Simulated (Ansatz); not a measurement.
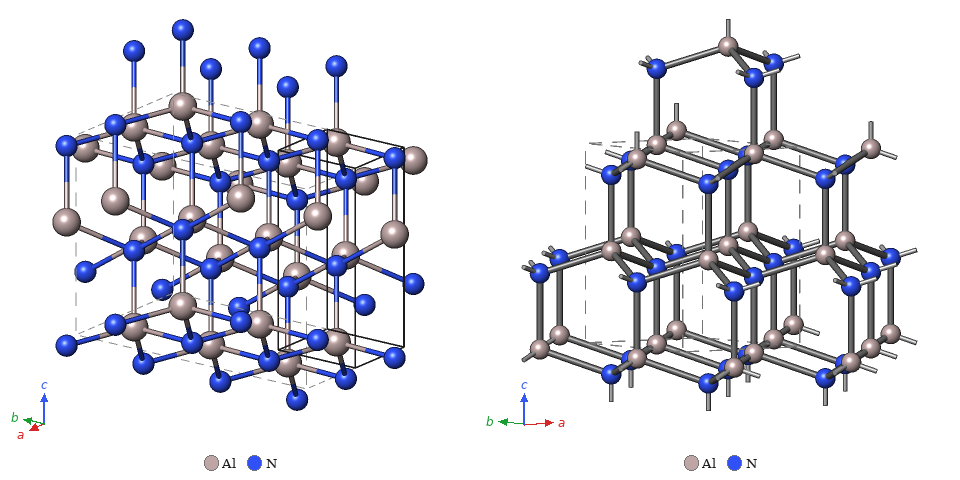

Left: the structure. Right: its underlying net. Nodes are coloured by element. Short stubs are edges that leave the cut-out.

AlN (space group P6_3mc, No. 186). Coordinates: coordinates from a relaxation with DFT PBE, scalar-relativistic, plane waves, PAW (Ansatz).

Bonds are taken as Al–N below 2.2 Å. Atoms with one bond or none are removed and atoms with two bonds are replaced by edges, until no such atom is left.

The result is a uninodal 4-connected, three-periodic net: Al and N are 4-connected nodes. It is the lon net, known from lonsdaleite, wurtzite and tridymite. It is a single net, without interpenetration.

```tsv
node	links	point symbol	coordination sequence
Al and N	4	6⁶	4 12 25 44 67 96 130 170 214 264
```
